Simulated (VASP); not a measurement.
# Absorption of AlN from time-dependent hybrids

Aim: the absorption of AlN from time-dependent DFT with and without exact exchange. The cell is of the wurtzite type, one of the forms listed for this formula. The start is a cell from a database of measured crystal structures.

Main program and level: VASP 6.6.1; LDA; plane waves and PAW (Al, N), in the first sound run; inputs show where later runs differ.

The database entry behind the starting cell differs from later determinations by our own check (inner coordinate u about 0.002 short), so it need not match the best structure at ambient conditions.

## 1. Starting point

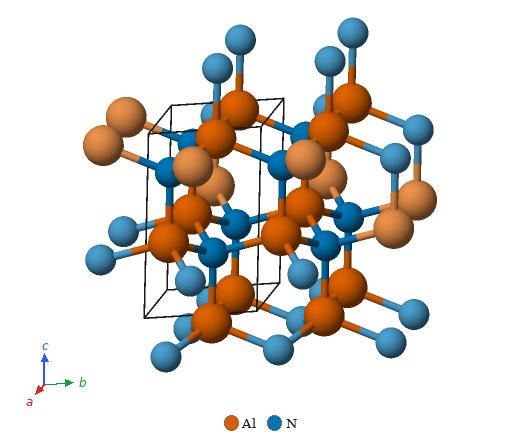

The starting structure, seen slightly off an axis (aluminium orange, nitrogen blue). 2×2×1 cells are drawn. Some periodic images of atoms are drawn too.

## 2. Ground state at LDA

Many-body steps start from the orbitals of a self-consistent run, here LDA. EDIFF is tight for accurate orbitals, and a narrow smearing avoids fractional occupations.

File INCAR:

```
SYSTEM = AlN
PREC = Accurate
ENCUT = 420
EDIFF = 1E-08
NELM = 100
ISMEAR = 0
SIGMA = 0.01
LREAL = .FALSE.
ALGO = Normal
GGA = CA
NBANDS = 14
LORBIT = 11
LWAVE = .TRUE.
LCHARG = .FALSE.
KPAR = 8
```

File POSCAR:

```
AlN
1.0
    3.1130000000      0.0000000000      0.0000000000
   -1.5565000000      2.6959370820      0.0000000000
    0.0000000000      0.0000000000      4.9810000000
Al N
2 2
Direct
    0.6666666667      0.3333333333      0.5000000000
    0.3333333333      0.6666666667      0.0000000000
    0.6666666667      0.3333333333      0.8800000000
    0.3333333333      0.6666666667      0.3800000000
```

File KPOINTS:

```
Automatic mesh
0
Gamma
6 6 4
0 0 0
```

PAW data sets: Al and N (PBE family, release 64).

On the command line:

```sh
> mpirun -np 8 vasp_std
```

The log of the run:

```text
[banner, memory and clock lines left out]
running    8 mpi-ranks, on    1 nodes
 distrk:  each k-point on    1 cores,    8 groups
 distr:  one band on    1 cores,    1 groups

 POSCAR found type information on POSCAR AlN
 POSCAR found :  2 types and       4 ions
|                                                                             |
|           W    W    AA    RRRRR   N    N  II  N    N   GGGG   !!!           |
|           W    W   A  A   R    R  NN   N  II  NN   N  G    G  !!!           |
|           W    W  A    A  R    R  N N  N  II  N N  N  G       !!!           |
|           W WW W  AAAAAA  RRRRR   N  N N  II  N  N N  G  GGG   !            |
|           WW  WW  A    A  R   R   N   NN  II  N   NN  G    G                |
|           W    W  A    A  R    R  N    N  II  N    N   GGGG   !!!           |
|                                                                             |
|     For optimal performance we recommend to set                             |
|       NCORE = 2 up to number-of-cores-per-socket                            |
|     NCORE specifies how many cores store one orbital (NPAR=cpu/NCORE).      |
|     This setting can greatly improve the performance of VASP for DFT.       |
|     The default, NCORE=1 might be grossly inefficient on modern             |
|     multi-core architectures or massively parallel machines. Do your        |
|     Unfortunately you need to use the default for GW and RPA                |
|     calculations (for HF NCORE is supported but not extensively tested      |
|     yet).                                                                   |
|                                                                             |

|                                                                             |
|               ----> ADVICE to this user running VASP <----                  |
|                                                                             |
|     You enforced a specific xc type in the INCAR file but a different       |
|     [... a line on the potential file left out ...]
|     I HOPE YOU KNOW WHAT YOU ARE DOING!                                     |
|                                                                             |

 LDA part: xc-table for (Slater(with rela. corr.)+CA(PZ))
 , standard interpolation
 POSCAR, INCAR and KPOINTS ok, starting setup
 FFT: planning ... GRIDC
 FFT: planning ... GRID_SOFT
 FFT: planning ... GRID
 WAVECAR not read
 entering main loop
       N       E                     dE             d eps       ncg     rms          rms(c)
DAV:   1     0.341085790278E+02    0.34109E+02   -0.65828E+03   588   0.856E+02
DAV:   2    -0.342599178764E+02   -0.68368E+02   -0.62558E+02   804   0.180E+02
DAV:   3    -0.374563353089E+02   -0.31964E+01   -0.31842E+01   798   0.411E+01
DAV:   4    -0.374772148014E+02   -0.20879E-01   -0.20877E-01   660   0.396E+00
DAV:   5    -0.374774795302E+02   -0.26473E-03   -0.26471E-03   804   0.441E-01    0.116E+01
DAV:   6    -0.329000549420E+02    0.45774E+01   -0.12637E+01   684   0.254E+01    0.403E+00
DAV:   7    -0.328669120682E+02    0.33143E-01   -0.72651E-01   630   0.567E+00    0.287E+00
DAV:   8    -0.328158045937E+02    0.51107E-01   -0.11435E-01   654   0.282E+00    0.627E-01
DAV:   9    -0.328092418270E+02    0.65628E-02   -0.21348E-02   762   0.105E+00    0.258E-01
DAV:  10    -0.328095564975E+02   -0.31467E-03   -0.21175E-03   666   0.295E-01    0.203E-01
DAV:  11    -0.328094491470E+02    0.10735E-03   -0.20674E-04   726   0.107E-01    0.388E-02
DAV:  12    -0.328094475357E+02    0.16113E-05   -0.44627E-06   774   0.176E-02    0.128E-02
DAV:  13    -0.328094468401E+02    0.69565E-06   -0.34747E-06   744   0.134E-02    0.125E-03
DAV:  14    -0.328094468622E+02   -0.22058E-07   -0.67852E-08   672   0.238E-03    0.141E-03
DAV:  15    -0.328094468638E+02   -0.16621E-08   -0.37931E-09   486   0.500E-04
   1 F= -.32809447E+02 E0= -.32809447E+02  d E =-.342771E-64
 writing wavefunctions
```

Run time: 2.8 s. Hardware: 8 MPI ranks of AMD EPYC 7R43, shared host; peak memory 0.86 GiB.

The logs omit lines about the potential files and the build; timing stands in the text.

OUTCAR, selected parts (step 2):

```text
ion  position               nearest neighbor table
   1  0.667  0.333  0.500-   3 1.89   4 1.89   4 1.89   4 1.89   2 3.07   2 3.07   2 3.07   2 3.07
                             2 3.07   2 3.07
   2  0.333  0.667  0.000-   4 1.89   3 1.89   3 1.89   3 1.89   1 3.07   1 3.07   1 3.07   1 3.07
                             1 3.07   1 3.07
   3  0.667  0.333  0.880-   1 1.89   2 1.89   2 1.89   2 1.89
   4  0.333  0.667  0.380-   2 1.89   1 1.89   1 1.89   1 1.89

  LATTYP: Found a hexagonal cell.
 ALAT       =     3.1130000000
 C/A-ratio  =     1.6000642467

 Subroutine GETGRP returns: Found 12 space group operations
 (whereof  6 operations were pure point group operations)

The static configuration has the point symmetry C_3v.
 The point group associated with its full space group is C_6v.

 Found     21 irreducible k-points:

   k-points           NKPTS =     21   k-points in BZ     NKDIM =     21   number of bands    NBANDS=     14

   dimension x,y,z NGX =    24 NGY =   24 NGZ =   36
   dimension x,y,z NGXF=    48 NGYF=   48 NGZF=   72

   ENCUT  =  420.0 eV  30.87 Ry    5.56 a.u.   5.20  5.20  8.32*2*pi/ulx,y,z

   NELECT =      16.0000    total number of electrons

 k-points in reciprocal lattice and weights: Automatic mesh
   0.00000000  0.00000000  0.00000000       0.007
   0.16666667  0.00000000  0.00000000       0.042
   0.33333333  0.00000000  0.00000000       0.042
   0.50000000  0.00000000  0.00000000       0.021
   0.16666667  0.16666667  0.00000000       0.042
   0.33333333  0.16666667  0.00000000       0.083
   0.33333333  0.33333333  0.00000000       0.014
   0.00000000  0.00000000  0.25000000       0.014
   0.16666667  0.00000000  0.25000000       0.083
[...]
0.33333333  0.16666667  0.50000000       0.083
   0.33333333  0.33333333  0.50000000       0.014

 average (electrostatic) potential at core
       1 -71.1826       2 -71.1826       3 -59.9347       4 -59.9347

 E-fermi :   5.9766

 k-point     1 :       0.0000    0.0000    0.0000
  band No.  band energies     occupation
    ...
      4       5.0186      2.00000
      5       5.0186      2.00000
      6       5.6793      2.00000
      7       5.6793      2.00000
      8       5.8590      2.00000
      9      10.0951      0.00000
     10      12.4117      0.00000
     11      16.3326      0.00000
     12      16.8364      0.00000
     13      16.8364      0.00000
    ...

 k-point     2 :       0.1667    0.0000    0.0000
  band No.  band energies     occupation
    ...
      4       3.5854      2.00000
      5       4.3932      2.00000
      6       4.6197      2.00000
      7       5.5994      2.00000
      8       5.6841      2.00000
      9      11.3433      0.00000
     10      13.4577      0.00000
     11      14.9120      0.00000
     12      15.4935      0.00000
     13      17.7603      0.00000
    ...

 k-point     3 :       0.3333    0.0000    0.0000
  band No.  band energies     occupation
    ...
      4       1.4004      2.00000
      5       2.5498      2.00000
      6       4.0207      2.00000
      7       4.9756      2.00000
      8       5.3342      2.00000
      9      11.9781      0.00000
     10      12.4482      0.00000
     11      13.7357      0.00000
     12      16.0387      0.00000
     13      17.0779      0.00000
    ...

  Total       -1.5895224     -1.5895224     -1.1617257      0.0000000      0.0000000      0.0000000
  in kB      -60.9216739    -60.9216739    -44.5254944      0.0000000      0.0000000      0.0000000
  external PRESSURE =     -55.4562807 kB  Pullay stress =       0.0000000 kB

  energy-cutoff  :      420.00
  volume of cell :       41.80
      direct lattice vectors                 reciprocal lattice vectors
     3.113000000  0.000000000  0.000000000     0.321233537  0.185464269  0.000000000
    -1.556500000  2.695937082  0.000000000     0.000000000  0.370928538  0.000000000
     0.000000000  0.000000000  4.981000000     0.000000000  0.000000000  0.200762899

 POSITION                                       TOTAL-FORCE (eV/Angst)
 -----------------------------------------------------------------------------------
      1.55650      0.89865      2.49050        -0.000000     -0.000000     -0.122508
     -0.00000      1.79729      0.00000         0.000000      0.000000     -0.122508
      1.55650      0.89865      4.38328        -0.000000     -0.000000      0.122508
     -0.00000      1.79729      1.89278         0.000000     -0.000000      0.122508
 -----------------------------------------------------------------------------------
    total drift:                               -0.000000     -0.000000     -0.000029

  FREE ENERGIE OF THE ION-ELECTRON SYSTEM (eV)
  ---------------------------------------------------
  free  energy   TOTEN  =       -32.8094468638 eV

  energy  without entropy=      -32.8094468638  energy(sigma->0) =      -32.80944686

 total charge
# of ion       s       p       d       tot
------------------------------------------
    1        0.364   0.442   0.000   0.806
    2        0.364   0.442   0.000   0.806
    3        1.217   2.602   0.000   3.819
    4        1.217   2.602   0.000   3.819
--------------------------------------------------
tot          3.161   6.089   0.000   9.250

[... 3 further parts left out ...]
```

The gap is read on the k-mesh alone, so it is an upper bound where the band edges lie off the mesh. The PAW data sets were made with PBE, though LDA sets exist; this is a small mismatch.

A gap read on the k-mesh alone can miss the band edges.

This step gave:

```
free energy (TOTEN)            : -32.81 eV
Fermi energy                   : 5.977 eV
pressure                       : -5.546 GPa
gap on the k-mesh              : 4.236 eV
least direct gap on the k-mesh : 4.236 eV
```

## 3. Empty bands, functional LDA

ALGO = Exact diagonalises the converged Hamiltonian in one step, and LOPTICS writes the k-derivatives of the orbitals (WAVEDER), which give the transition dipoles.

File INCAR:

```
SYSTEM = AlN
PREC = Accurate
ENCUT = 420
ISMEAR = 0
SIGMA = 0.01
LREAL = .FALSE.
GGA = CA
NBANDS = 24
ALGO = Exact
NELM = 1
LWAVE = .TRUE.
LCHARG = .FALSE.
LOPTICS = .TRUE.
NEDOS = 1000
CSHIFT = 0.1
```

POSCAR is that of step 2.

KPOINTS is that of step 2.

On the command line:

```sh
> mpirun -np 8 vasp_std
```

The log of the run:

```text
[banner, memory and clock lines left out]
running    8 mpi-ranks, on    1 nodes
 distrk:  each k-point on    8 cores,    1 groups
 distr:  one band on    1 cores,    8 groups

 POSCAR found type information on POSCAR AlN
 POSCAR found :  2 types and       4 ions
 [... a notice as in an earlier step ...]

 [... a notice as in an earlier step ...]

 LDA part: xc-table for (Slater(with rela. corr.)+CA(PZ))
 , standard interpolation
 found WAVECAR, reading the header
  number of bands has changed, file:    14 present:    24
  trying to continue reading WAVECAR, but it might fail
 POSCAR, INCAR and KPOINTS ok, starting setup
 FFT: planning ... GRIDC
 FFT: planning ... GRID_SOFT
 FFT: planning ... GRID
 reading WAVECAR
 random initialization beyond band           14
 the WAVECAR file was read successfully
 initial charge from wavefunction
 entering main loop
       N       E                     dE             d eps       ncg     rms          rms(c)
DIA:   1    -0.328094468638E+02   -0.32809E+02    0.00000E+00     0   0.000E+00
   1 F= -.32809447E+02 E0= -.32809447E+02  d E =-.956424E-22
 writing wavefunctions
 optical routines
 imaginary and real dielectric function
 recalculating local potential from charge density
 direction            1
 direction            2
 direction            3
```

Wall time 8.4 s (8 MPI ranks); peak memory 0.94 GiB.

OUTCAR, selected parts (step 3):

```text
 Found     21 irreducible k-points:

   k-points           NKPTS =     21   k-points in BZ     NKDIM =     21   number of bands    NBANDS=     24

   NELECT =      16.0000    total number of electrons

 E-fermi :   5.9227

 k-point     1 :       0.0000    0.0000    0.0000
  band No.  band energies     occupation
    ...
      4       5.0186      2.00000
      5       5.0186      2.00000
      6       5.6794      2.00000
      7       5.6794      2.00000
      8       5.8590      2.00000
      9      10.0951      0.00000
     10      12.4117      0.00000
     11      16.3326      0.00000
     12      16.8364      0.00000
     13      16.8364      0.00000
    ...

 k-point     2 :       0.1667    0.0000    0.0000
  band No.  band energies     occupation
    ...
      4       3.5854      2.00000
      5       4.3933      2.00000
      6       4.6198      2.00000
      7       5.5995      2.00000
      8       5.6841      2.00000
      9      11.3433      0.00000
     10      13.4577      0.00000
     11      14.9121      0.00000
     12      15.4935      0.00000
     13      17.7603      0.00000
    ...

  Total       -1.5899713     -1.5899713     -1.1621581      0.0000000      0.0000000      0.0000000
  in kB      -60.9388775    -60.9388775    -44.5420683      0.0000000      0.0000000      0.0000000
  external PRESSURE =     -55.4732744 kB  Pullay stress =       0.0000000 kB

 POSITION                                       TOTAL-FORCE (eV/Angst)
 -----------------------------------------------------------------------------------
      1.55650      0.89865      2.49050        -0.000000      0.000000     -0.122519
     -0.00000      1.79729      0.00000         0.000000      0.000000     -0.122519
      1.55650      0.89865      4.38328        -0.000000      0.000000      0.122519
     -0.00000      1.79729      1.89278         0.000000      0.000000      0.122519
 -----------------------------------------------------------------------------------
    total drift:                               -0.000000     -0.000000      0.000006

 plasma frequency squared (from intraband transitions) (eV^2)
  --------------------------------------------------------------------------------------
       0.000       0.000       0.000
       0.000       0.000       0.000
       0.000      -0.000       0.000

[... 12 parts as in an earlier step ...]

[... 3 further parts left out ...]
```

WAVECAR now holds 24 bands for 16 electrons. Its independent-particle dielectric tensor has xx, yy, zz = 4.7, 4.7, 4.8 on this mesh, which isn't tested for convergence in mesh or bands and lacks local fields.

(Part 1 of 5 ends here.)

[Lines on the potential files, build, host, timing and source positions are cut from VASP's logs without a mark.]

[Logs are printed without paths, hosts, clocks, repeated set-up lines and the standing remarks that a program may print on its own settings, such as how far it seeks lower states.]

[Hosts, paths, dates, database ids (printed as entryN), source tags and the programs' standing remarks are cut or masked in the printed files.]

[Pressures printed for these runs are not shown converged in the cutoff: they can be off by several GPa and have the wrong sign.]
